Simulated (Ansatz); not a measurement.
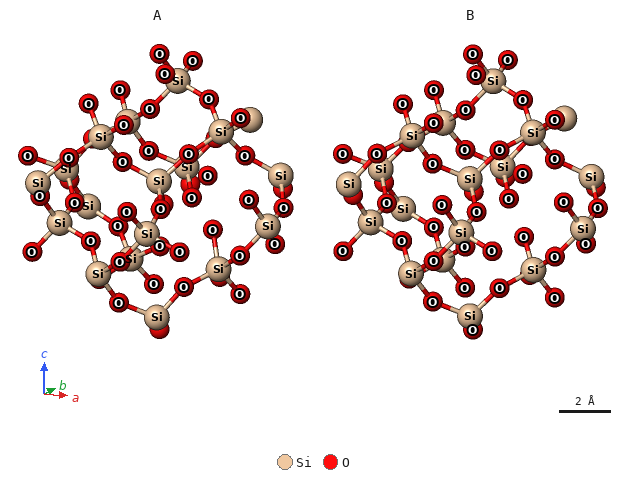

Two geometries of a defect cell of composition Si₂₃O₄₈ (cell charge +1), drawn at one scale. One is the start of a relaxation, the other its converged end. A ball-and-stick model of the atoms within 5.8 Å of the atom that moves most (axes of the cell of the calculation (origin shifted)), seen slightly off an axis.

The calculation used Ansatz, DFT, PBEsol, PAW, plane waves. Settings: plane-wave cutoff 420 eV; k-point mesh 1 × 1 × 1; mesh shifted by (0.25, 0.25, 0.25); collinear spin; atoms relaxed in a fixed cell; force threshold 0.03 eV/Å; at most 80 steps.

Which one is relaxed?

Answer. Structure A is the relaxed one. After 13 geometry steps the energy has fallen by 1.948 eV per cell of the calculation. Largest force component: 3.3 eV/Å at the start, 0.026 eV/Å at the end. An O atom moves most: 0.51 Å along [1 0 −3]. Largest moves by element: O 0.51 Å, Si 0.22 Å. The cell stays as it was. Among the contacts that change: O–Si 1.597 → 1.705 Å, O–Si 1.617 → 1.702 Å, O–Si 1.695 → 1.627 Å, O–Si 1.563 → 1.624 Å. Among the angles between lasting bonds that change: Si–O–Si 143.3° → 157.9°, O–Si–O 106.7° → 93.1°, Si–O–Si 143.0° → 154.2°. The run took 6.1 min on 7 threads of Arm Neoverse-V2, peak memory 2.9 GiB.

Limits of the set-up: the cell is charged, on a uniform background, and energies carry no finite-size correction.
